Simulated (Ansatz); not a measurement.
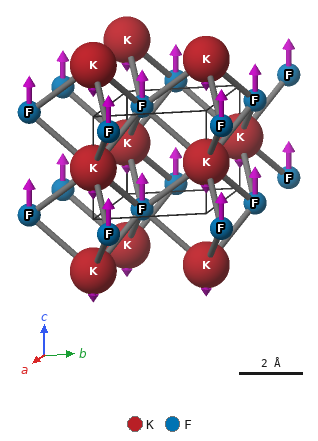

One vibrational mode of crystalline KF (a generated structure) at the zone centre. The purple arrows give the relative displacements of the atoms. Style: ball-and-stick. Shown: the cell of the calculation, slightly off an axis.

All numbers below come from DFT PBE, scalar-relativistic, plane waves, PAW (Ansatz 0.2.0).

Input
```yaml
crystal:
  lattice:
    - [3.6926403666, 0.0, 0.0]
    - [-1.8463201833, 3.1979203645, 0.0]
    - [0.0, 0.0, 3.3618960299]
  atoms:
    - { symbol: K, position: [0.0, 0.0, 0.5] }
    - { symbol: F, position: [0.6666666667, 0.3333333333, 0.0] }
basis:
  ecutwfc: 420
kpoints:
  mp_grid: { grid: [6, 6, 8] }
hamiltonian:
  xc: pbe
scf:
  occupations: { method: fixed }
output:
  eigenvalues: true
phonons:
  method: dfpt
  dielectric: true
  rigid_motions: translations
  eigenvectors: true
  qmesh: [3, 3, 4]
  temperatures: { t_max: 1000, t_step: 100 }
  qpath:
    path:
      - [[0.0, 0.0, 0.0], [0.5, 0.0, 0.0], [0.33333333, 0.33333333, 0.0], [0.0, 0.0, 0.0], [0.0, 0.0, 0.5], [0.5, 0.0, 0.5], [0.33333333, 0.33333333, 0.5], [0.0, 0.0, 0.5]]
      - [[0.5, 0.0, 0.5], [0.5, 0.0, 0.0]]
      - [[0.33333333, 0.33333333, 0.5], [0.33333333, 0.33333333, 0.0]]
    npoints: 8
```

Run as
```bash
ansatz run input.yaml --threads 1 --pin off --max-ram 2560MiB --backend cpu --events-out ev --progress --plain --runs-dir out
```

Frequencies are those without the non-analytic (LO–TO) term.

**Describe the mode and give its frequency.**

This is the A₂″ mode at 166 cm⁻¹, the highest optical level, infrared-active by symmetry. The F sublattice moves against the K sublattice, along c; the kinetic energy is shared as F 67 %, K 33 %. Its infrared intensity is 2.6 (D/Å)²/amu.
